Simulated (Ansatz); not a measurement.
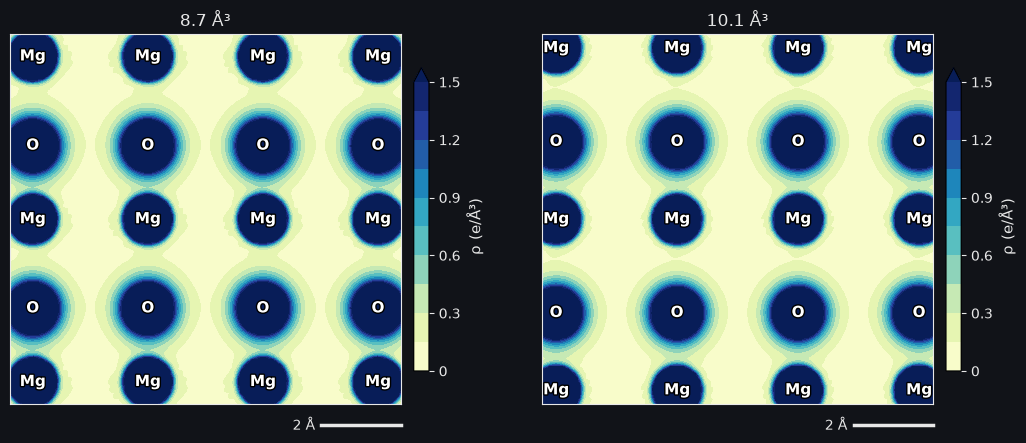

MgO. The valence charge density (pseudo) of cells scaled evenly to different volumes (given per atom above each panel), on the (11̄0) plane of each (indices in the axes of the cell below), at one length scale and on one colour scale.

PAW files of the earlier set (soft_1).

These are results of Ansatz 0.2.0, DFT PBEsol, scalar-relativistic, plane waves, PAW, not measurements.

The density is the valence pseudo-density of a PAW calculation; it isn't the true density close to the nuclei.

The largest cell:

```
Mg O
1.0
     0.00000    2.16029    2.16029
     2.16029    0.00000    2.16029
     2.16029    2.16029    0.00000
Mg O
1 1
Direct
  0.01893 0.01893 0.98107
  0.47125 0.47125 0.52875
```

| volume (Å³/atom) | Mg–O contact in the plane (Å) | ρ at its midpoint (e/Å³) | pressure (GPa) | gap on the mesh (eV) | 
| --- | --- | --- | --- | --- |
| 8.68 | 1.859 | 0.571 | 18.9 | 5.36 | 
| 9.84 | 1.938 | ? | ? | ? | 
| 10.08 | 1.954 | 0.467 | −6.7 | 3.94 | 

What values belong in the row with question marks?

Answer. Over the known rows ln ρ falls by 2.12 per Å of Mg–O distance (the line through the two), which gives 0.483 e/Å³ at 1.938 Å; the calculation gives 0.483 e/Å³. For the pressure, a straight line in volume between the neighbouring rows gives −2.3 GPa; the calculation gives −3.6, lower because pressure rises ever faster on compression. For the gap on the mesh, a straight line in volume between the neighbouring rows gives 4.18 eV; the calculation gives 4.15.
